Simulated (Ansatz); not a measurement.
```cif
data_structure
_symmetry_space_group_name_H-M 'P 1'
_symmetry_Int_Tables_number 1
_cell_length_a 6.0670
_cell_length_b 6.0670
_cell_length_c 4.8770
_cell_angle_alpha 90.000
_cell_angle_beta 90.000
_cell_angle_gamma 90.000
_cell_volume 179.52
loop_
_atom_site_label
_atom_site_type_symbol
_atom_site_fract_x
_atom_site_fract_y
_atom_site_fract_z
_atom_site_occupancy
Al1 Al 0.15810 0.65810 0.00000 1
Al2 Al 0.65810 0.15810 0.50000 1
Al3 Al 0.34190 0.15810 0.00000 1
Al4 Al 0.84190 0.65810 0.50000 1
Al5 Al 0.84190 0.34190 0.00000 1
Al6 Al 0.34190 0.84190 0.50000 1
Al7 Al 0.65810 0.84190 0.00000 1
Al8 Al 0.15810 0.34190 0.50000 1
Cu1 Cu 0.00000 0.00000 0.25000 1
Cu2 Cu 0.50000 0.50000 0.75000 1
Cu3 Cu 0.50000 0.50000 0.25000 1
Cu4 Cu 0.00000 0.00000 0.75000 1
```

Space group I4/mcm.

These are results of DFT PBE, scalar-relativistic, plane waves, PAW in Ansatz, not measurements.

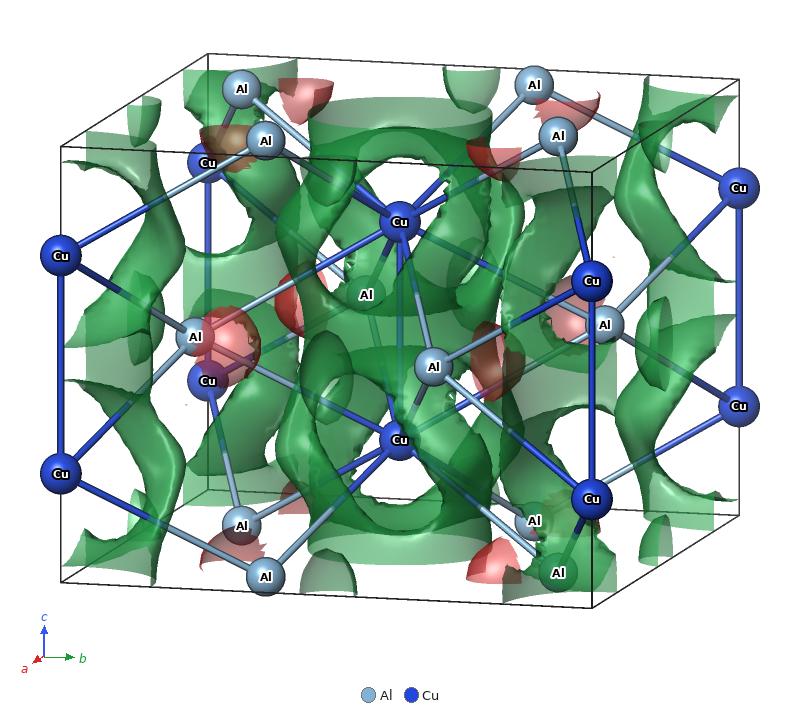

Al2Cu. Density of the crystal less the sum of free-atom densities: green surfaces at +0.04 and red ones at −0.04 e/Å³, in the conventional cell seen slightly off an axis (the regions close to the nuclei are left out). Cores are masked to 0.8 Å (Al) and 0.9 Å (Cu).

In a PAW calculation such maps are meaningful between the atoms, not at the nuclei.

Question: Where does charge go when the atoms form this crystal?

Answer: Cu–Cu (2.44 Å): Δρ is +0.06 e/Å³ at the midpoint. Al–Cu (2.59 Å): Δρ is +0.04 e/Å³ at the midpoint. Al–Al (2.71 Å): Δρ is +0.05 e/Å³ at the midpoint. Over the whole cell, outside the masked cores, the largest gain, 0.06 e/Å³, lies 1.3 Å from a copper nucleus and 1.8 Å from an aluminium one, and the largest loss lies at the edge of the masked core of Al. The rearranged charge, half the integral of |Δρ|, is about 0.21 e an atom. Bader charges: Al +0.81 and Cu −1.62 e. Among metals such charges hang on how the charge between the atoms is shared out.

Question: Metal or insulator at this level?

Answer: It is metallic at this level of theory.

The run took 64 s on 2 threads of Arm Neoverse N1 (shared host), peak memory 0.55 GiB.
